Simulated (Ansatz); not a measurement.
MgO: several calculations on one system

**1. Scan**

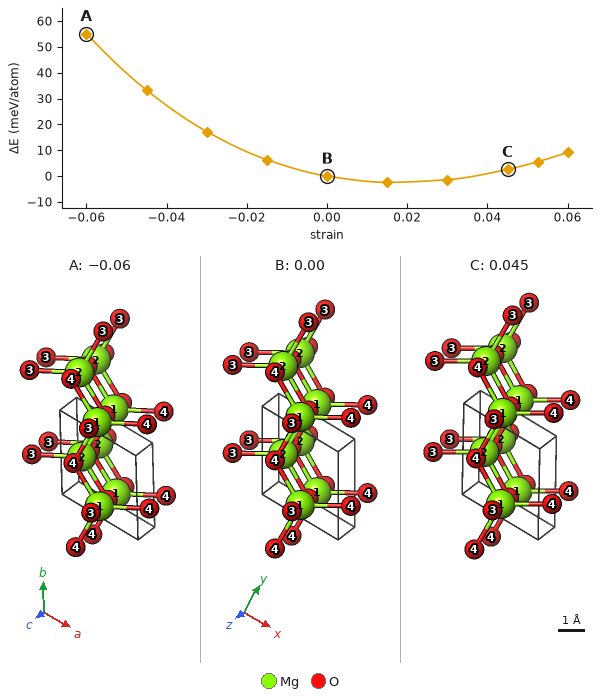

A crystal of MgO (P6_3/mmc): the cell is strained along y alone, with the atoms kept at their fractional coordinates. x, y and z are the Cartesian axes of the input. The lettered frames are marked on the plot. Style: ball-and-stick. Shown: the cell of the calculation, repeated 1 × 2 × 2 with one cell outlined, along the c axis, with a slight tilt.

The calculation used DFT PBE, scalar-relativistic, plane waves, PAW in Ansatz. (plane-wave cutoff 420 eV; k-point mesh 6 × 6 × 6; occupations gaussian; smearing width 0.05 eV; no spin polarisation). Energies (free energies at the smearing named) are counted from the cell as listed in its source, which wasn't relaxed.

Read off the main features of the energy profile.

Of the computed points the lowest is at the strain 0.015, −2.4 meV/atom. The unrelaxed reference is under a pressure of 4.5 GPa, which tilts the curve. The distortion takes the space group from P6_3/mmc to Cmcm. At the strain −0.06 the cell of the drawing goes b 3.486 → 3.331 Å, γ 120.0° → 121.6°.

**2. Scan**

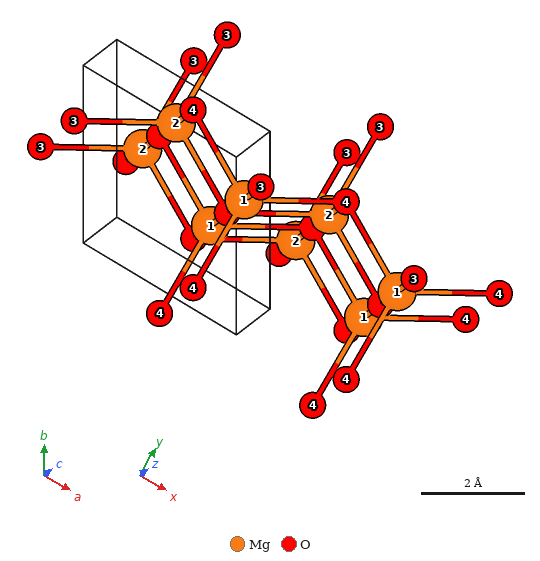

Energy scan for crystalline MgO (P6_3/mmc), in which the cell is strained equally along x and y and separately along z, with the atoms kept at their fractional coordinates. x, y and z are the Cartesian axes of the input. The picture shows the reference cell. The picture is a ball-and-stick view of the cell of the calculation, repeated 2 × 1 × 2 with one cell outlined, seen along the c axis, with a slight tilt.

Computed with DFT PBE, scalar-relativistic, plane waves, PAW (Ansatz 0.2.0). (plane-wave cutoff 420 eV; k-point mesh 6 × 6 × 6; occupations gaussian; smearing width 0.05 eV; no spin polarisation). Energies (free energies at the smearing named) are counted from the cell as listed in its source, which wasn't relaxed.

The input:
```yaml
crystal:
  lattice:
    - [3.4863778627, 0.0, 0.0]
    - [-1.7431889314, 3.0192917963, 0.0]
    - [0.0, 0.0, 4.17804122]
  atoms:
    - { symbol: Mg, position: [0.6666666667, 0.3333333333, 0.75] }
    - { symbol: Mg, position: [0.3333333333, 0.6666666667, 0.25] }
    - { symbol: O, position: [0.6666666667, 0.3333333333, 0.25] }
    - { symbol: O, position: [0.3333333333, 0.6666666667, 0.75] }
basis:
  ecutwfc: 420
kpoints:
  mp_grid: { grid: [6, 6, 6] }
hamiltonian:
  xc: pbe
scf:
  occupations: { method: gaussian, width: 0.05 }
output:
  forces: true
  stress: true
  eigenvalues: true
  write_density: true
  write_potential: true
  elf: true
  volumetric_format: npy
```

Launched with:
```bash
ansatz run input.yaml --threads 1 --pin off --max-ram 2560MiB --backend cpu --events-out ev --progress --plain --runs-dir out
```

Give the energy at each point on a grid with rows −0.030, −0.015, 0.000, 0.015, 0.030 and columns −0.030, −0.015, 0.000, 0.015, 0.030 (strain along x and y; strain along z).

Rows: strain along x and y; columns: strain along z; values in meV/atom.

|  | −0.030 | −0.015 | 0.000 | 0.015 | 0.030 |
| --- | --- | --- | --- | --- | --- |
| −0.030 | 70.5 | 52.5 | 39.8 | 31.6 | 27.3 |
| −0.015 | 39.7 | 24.2 | 13.9 | 8.2 | 6.2 |
| 0.000 | 20.7 | 7.8 | 0.0 | −3.3 | −3.0 |
| 0.015 | 11.9 | 1.5 | −3.8 | −4.8 | −2.1 |
| 0.030 | 11.9 | 3.9 | 1.1 | 2.5 | 7.4 |

In pairs of (strain along x and y; strain along z): the lowest computed point lies at (0.015, 0.015) (−4.8 meV/atom), the highest at (−0.030, −0.030) (70.5 meV/atom). The valley is tilted: raising the in-plane strain is made harder by raising the strain along z (cross term 0.39 of the geometric mean of the two curvatures). Over the ranges scanned the energy rises more along the first axis, the in-plane strain. The pressure runs from −6.1 GPa at (0.030, 0.030) to 20.1 GPa at (−0.030, −0.030).

As a map, interpolated between the computed points (dots):

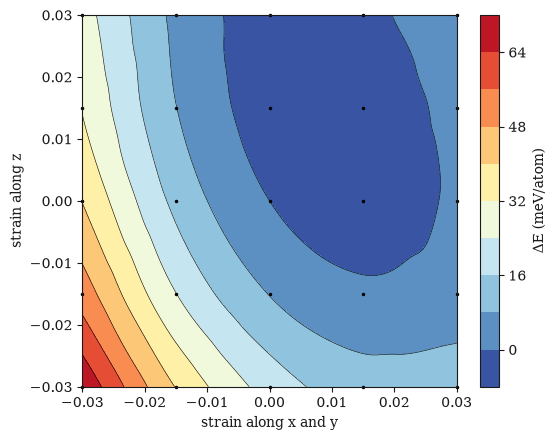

**3. Energy map**

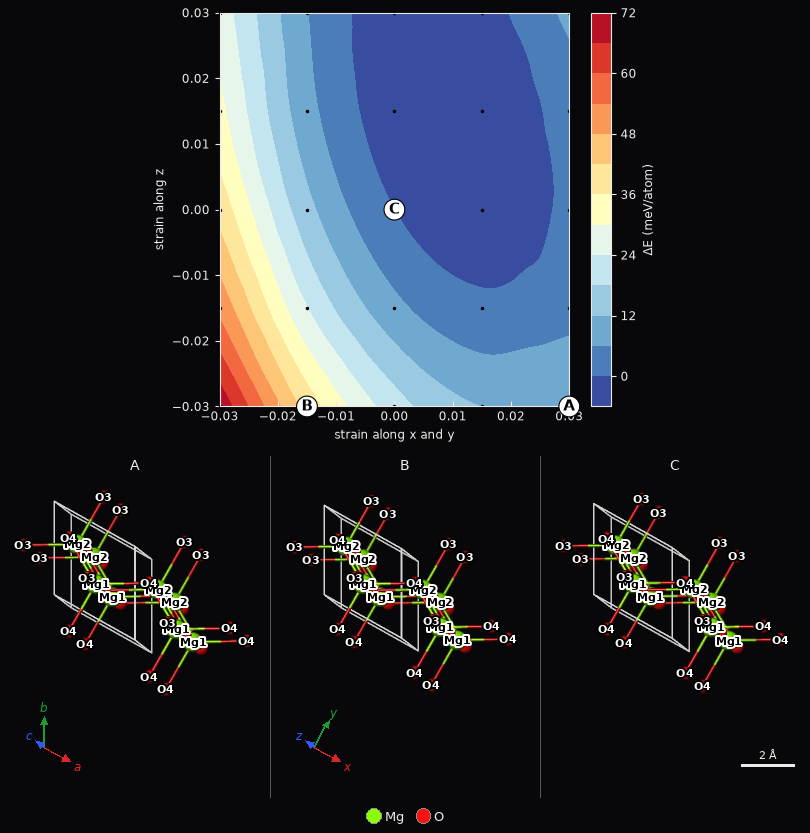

A scan of crystalline MgO (P6_3/mmc): the cell is strained equally along x and y and separately along z, with the atoms kept at their fractional coordinates. x, y and z are the Cartesian axes of the input. The map is interpolated between the computed points (dots). The lettered frames are marked on it. The picture is a ball-and-stick view of the cell of the calculation, repeated 2 × 1 × 2 with one cell outlined, seen along the c axis, with a slight tilt.

These are results of Ansatz, DFT PBE, scalar-relativistic, plane waves, PAW, not measurements. Set-up: plane-wave cutoff 420 eV; k-point mesh 6 × 6 × 6; occupations gaussian; smearing width 0.05 eV; no spin polarisation. Energies (free energies at the smearing named) are counted from the cell as listed in its source, which wasn't relaxed.

What does the map show?

Answer. In pairs of (strain along x and y; strain along z): the lowest computed point lies at (0.015, 0.015) (−4.8 meV/atom), the highest at (−0.030, −0.030) (70.5 meV/atom). The valley is tilted: raising the in-plane strain is made harder by raising the strain along z (cross term 0.39 of the geometric mean of the two curvatures). Over the ranges scanned the energy rises more along the first axis, the in-plane strain. The pressure runs from −6.1 GPa at (0.030, 0.030) to 20.1 GPa at (−0.030, −0.030). The frames lie at A (0.030, −0.030): 11.9 meV/atom, B (−0.015, −0.030): 39.7 meV/atom, C (0.000, 0.000): 0.0 meV/atom.
